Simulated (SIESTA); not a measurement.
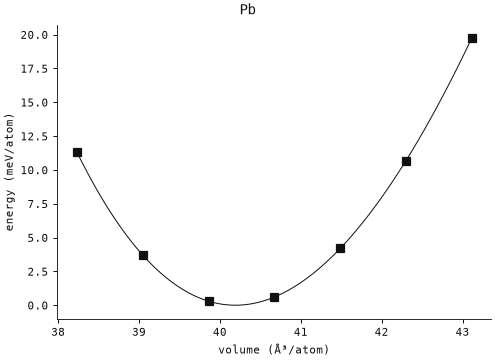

The plot gives the computed energy against volume for Pb, space group Fd-3m (No. 227).

The given structure:
```
Pb
1.0
     0.00000    3.43900    3.43900
     3.43900    0.00000    3.43900
     3.43900    3.43900    0.00000
Pb
2
Direct
  0.25000 0.25000 0.25000
  0.00000 0.00000 0.00000
```

How it was computed, with SIESTA 5.4.2: DFT in numerical atomic orbitals with pseudopotentials, no spin polarisation; energies at scaled volumes of the given cell, shape and fractions fixed, counted from the fit's minimum, third-order Birch-Murnaghan fit. Level: LDA.

k mesh 7×7×7; occupations Fermi–Dirac; smearing width 0.05 eV; potentials PseudoDojo 0.4 standard, converted to PSML, two zetas on semicore shells; program settings basis DZP, mesh cutoff 500 Ry.

This calculation gives: equilibrium volume 40.19 Å³/atom and bulk modulus 34.3 GPa.

Now the level changes from LDA to PBEsol. Predict the effect.

The equilibrium volume rises from 40.19 to 41.73 Å³/atom (+3.8 %) and the bulk modulus falls from 34.3 to 31.3 GPa (−8.7 %).

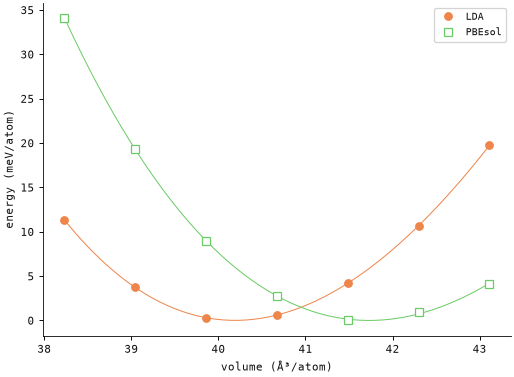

The two results together.

For both, limits of the calculation: mulliken charges of long orbitals; spin-orbit coupling left out, heavy elements.

V0 and the bulk modulus come from third-order Birch–Murnaghan fits.
